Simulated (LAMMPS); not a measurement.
## Single-point calculation of Si

System: Si (P6₃/mmc, 8 atoms in the cell).
Method: classical potential Si.edip (style edip) (LAMMPS 22 Jul 2025 update 4).

The structure was built on a prototype by a generator. It belongs to a series of runs on one base structure; here: volume +6%.

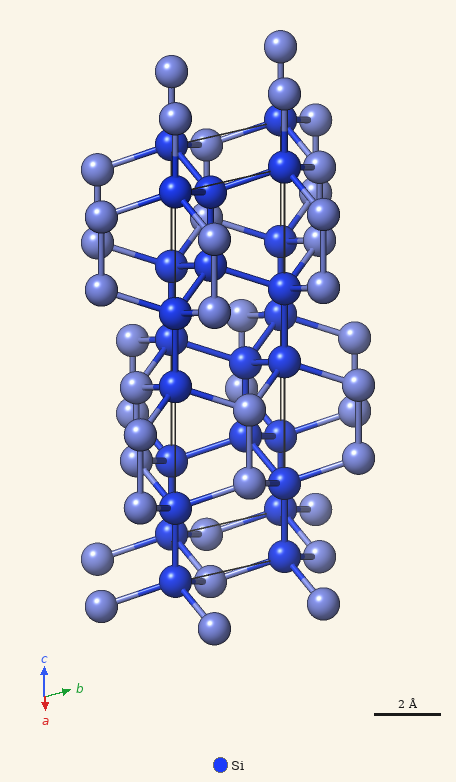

*The structure as given in the input (ball-and-stick view of the cell of the calculation, seen at an oblique angle; neighbours outside the cell are drawn fainter).*

## The input
```
units metal
boundary p p p
atom_style atomic
read_data data.lmp
pair_style edip
pair_coeff * * Si.edip Si
thermo_style custom step pe press pxx pyy pzz pyz pxz pxy vol fmax
thermo_modify format float %.8f
dump 1 all custom 1 dump.lmp id type x y z fx fy fz
dump_modify 1 sort id format float %.8f
run 0
```

## File data.lmp
```
crystal

8 atoms
1 atom types

0.0 3.91525390 xlo xhi
0.0 3.39070934 ylo yhi
0.0 12.78716566 zlo zhi
-1.95762695 0.00000000 0.00000000 xy xz yz

Masses

1 28.0850

Atoms

1 1 0.00011883 0.00010287 0.04204548
2 1 0.00011877 2.26057578 3.23883689
3 1 0.00011877 0.00010291 6.43562831
4 1 1.95774578 1.13033934 9.63241972
5 1 0.00011877 0.00010291 2.43963904
6 1 0.00011877 2.26057578 5.63643045
7 1 0.00011883 0.00010287 8.83322187
8 1 1.95774578 1.13033934 12.03001328
```

Launch command:
```bash
lmp -in in.lmp -log none -nocite
```

## The program's output
```
using 1 OpenMP thread(s) per MPI task
Reading data file ...
  triclinic box = (0 0 0) to (3.9152539 3.3907093 12.787166) with tilt (-1.957627 0 0)
WARNING: Triclinic box skew is large. LAMMPS will run inefficiently. (src/src/domain.cpp:221)
  1 by 1 by 1 MPI processor grid
  reading atoms ...
  8 atoms
  read_data CPU = 0.000 seconds
WARNING: No fixes with time integration, atoms won't move
Neighbor list info ...
  max neighbors/atom: 2000, page size: 100000
  master list distance cutoff = 5.121382
  ghost atom cutoff = 5.121382
  binsize = 2.560691, bins = 3 2 5
  1 neighbor lists, perpetual/occasional/extra = 1 0 0
  (1) pair edip, perpetual
      attributes: full, newton on
      pair build: full/bin/atomonly
      stencil: full/bin/3d
      bin: standard
Setting up Verlet run ...
  Unit style    : metal
  Current step  : 0
  Time step     : 0.001
Per MPI rank memory allocation (min/avg/max) = 3.077 | 3.077 | 3.077 Mbytes
   Step         PotEng         Press           Pxx            Pyy            Pzz            Pyz            Pxz            Pxy           Volume          Fmax
         0  -37.02317038 -58171.06545533 -58171.07903038 -58171.05661270 -58171.06072291 -0.00000000 0.00000000 0.00061942 169.75586385 0.00000049
Loop time of 1.876e-06 on 1 procs for 0 steps with 8 atoms

53.3% CPU use with 1 MPI tasks x 1 OpenMP threads

MPI task timing breakdown:
Section |  min time  |  avg time  |  max time  |%varavg| %total
---------------------------------------------------------------
Pair    | 0          | 0          | 0          |   0.0 |  0.00
Neigh   | 0          | 0          | 0          |   0.0 |  0.00
Comm    | 0          | 0          | 0          |   0.0 |  0.00
Output  | 0          | 0          | 0          |   0.0 |  0.00
Modify  | 0          | 0          | 0          |   0.0 |  0.00
Other   |            | 1.876e-06  |            |       |100.00

Nlocal:              8 ave           8 max           8 min
Histogram: 1 0 0 0 0 0 0 0 0 0
Nghost:            216 ave         216 max         216 min
Histogram: 1 0 0 0 0 0 0 0 0 0
Neighs:              0 ave           0 max           0 min
Histogram: 1 0 0 0 0 0 0 0 0 0
FullNghs:          216 ave         216 max         216 min
Histogram: 1 0 0 0 0 0 0 0 0 0

Total # of neighbors = 216
Ave neighs/atom = 27
Neighbor list builds = 0
Dangerous builds = 0
```

## Summary

```json
{"quantity": "outcome", "value": "converged"}
{"quantity": "space group (tolerance 0.01 Å)", "value": "P6₃/mmc (194)"}
{"quantity": "potential energy", "value": "−37.0232 eV"}
{"quantity": "pressure", "value": "−5.82 GPa"}
{"quantity": "largest force (length of the vector)", "value": "under 0.001 eV/Å"}
{"quantity": "hardware", "value": "1 thread of Arm Neoverse V1, 24 GiB of memory available, shared host"}
{"quantity": "peak memory", "value": "0.046 GiB"}
```
